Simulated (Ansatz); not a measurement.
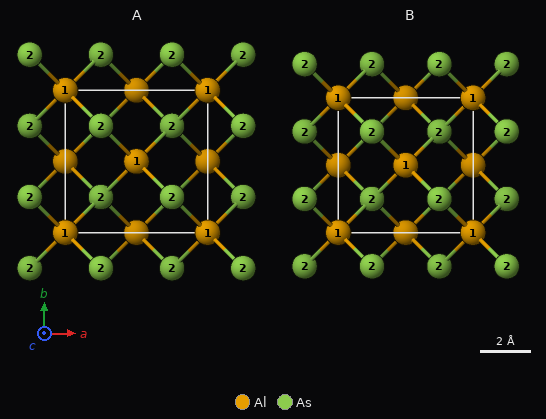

Two geometries of solid AlAs (built on the zincblende type), drawn at one scale. One is the start of a relaxation, the other its converged end. Style: ball-and-stick. Shown: the conventional cell (4 times the calculation's cell), along the c axis. Lengths and directions refer to the drawn axes.

Computed with Ansatz, DFT, PBE, plane waves, PAW. (plane-wave cutoff 420 eV; k-point mesh 8 × 8 × 8; occupations fermi dirac; smearing width 0.02 eV; no spin polarisation; cell and atoms relaxed; force threshold 0.005 eV/Å)

Which of the two is the end point?

Structure A is the relaxed one. The atoms keep their places relative to the cell (all moves are under 0.005 Å). Cell: a = b = c 5.424 → 5.728 Å (+5.6 %). Volume +17.8 %. Among the contacts that change: Al1–As2 2.349 → 2.480 Å. The space group stays F-43m (No. 216). The energy falls by 150 meV per atom in 4 accepted moves (6 points after the start). All forces vanish by symmetry, so only the cell relaxes. Pressure: 15.58 GPa at the start and 0.00 GPa at the end. At 2 points the geometry stayed and the basis and grid were re-selected for the new cell (energy shift of 1.6 meV per atom at most each time).
